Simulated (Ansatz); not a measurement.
System W (space group Fm-3m, No. 225); source of the atomic positions: the end point of a relaxation with Ansatz 0.2.0, DFT, PBE, PAW with Ansatz's default frozen-core files, scalar-relativistic; the starting structure was generated, so it need not be a known form of this composition.

```cif
data_structure
_symmetry_space_group_name_H-M 'Fm-3m'
_symmetry_Int_Tables_number 225
_cell_length_a 4.0365
_cell_length_b 4.0365
_cell_length_c 4.0365
_cell_angle_alpha 90.000
_cell_angle_beta 90.000
_cell_angle_gamma 90.000
_cell_volume 65.77
loop_
_atom_site_label
_atom_site_type_symbol
_atom_site_symmetry_multiplicity
_atom_site_Wyckoff_symbol
_atom_site_fract_x
_atom_site_fract_y
_atom_site_fract_z
_atom_site_occupancy
W1 W 4 a 0.00000 0.00000 0.00000 1
```

Bonds are taken as W–W below 3.2 Å; no other contact counts. Atoms with one bond or none are removed and atoms with two bonds are replaced by edges, until no such atom is left.

What net does this leave?

The result is a uninodal 12-connected, three-periodic net: W is a 12-connected node. It is the fcu net, known from cubic close packing. It is a single net, without interpenetration.

| node | links | point symbol | coordination sequence |
| --- | --- | --- | --- |
| W | 12 | 3²⁴·4³⁶·5⁶ | 12 42 92 162 252 |

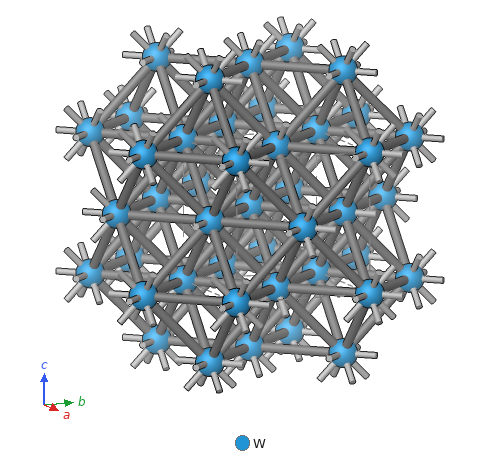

Nodes are coloured by element. Short stubs are edges that leave the cut-out.
